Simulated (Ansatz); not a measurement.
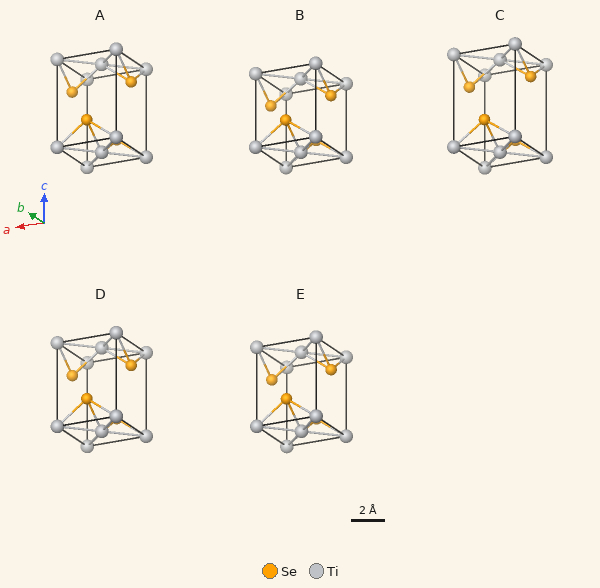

5 geometries from one relaxation of solid TiSe (set up in P4/nmm), in shuffled order. Style: ball-and-stick. Shown: the cell of the calculation, from a free direction.

The run lets cell and atoms move.

Method: Ansatz 0.2.0, Kohn-Sham DFT of a periodic cell, PBEsol with D3(BJ)-ATM, Ansatz PAW. Set-up: plane-wave cutoff 420 eV; k-point mesh 7 × 7 × 5; occupations fermi-dirac; smearing width 0.05 eV; no spin polarisation; cell and atoms relaxed; force threshold 0.01 eV/Å; at most 40 steps.

**Order the frames from highest to lowest energy.**

C, A, D, E, B. They are steps 0, 1, 2, 3, 7, at +94.8 meV per atom, +45.9 meV per atom, +25.0 meV per atom, +8.6 meV per atom relative to the last. The largest moves relative to the cell, 0.29 Å, are those of Se atoms. Ti stays in place. The volume changes by −23.6 %, with a = b 4.178 → 4.097 Å (−2.0 %), c 5.984 → 4.758 Å (−20.5 %). Among the contacts that change: Ti–Ti 2.955 → 2.897 Å, Se–Ti 2.533 → 2.496 Å. The space group stays P4/nmm (No. 129). Over 6 accepted moves (7 points after the start) the energy falls by 94.8 meV per atom. Largest force component: 0.32 eV/Å at the start, 0.0036 eV/Å at the end. Pressure: −4.74 GPa at the start and 0.01 GPa at the end. The SCF was repeated once at an unchanged geometry on a basis and grid sized afresh for the cell, which shifted the energy by 0.5 meV per atom at most. The run took 40 s on 2 threads of AMD EPYC 7R43 64-Core Processor (Zen 3), on a shared host, peak memory 0.49 GiB.
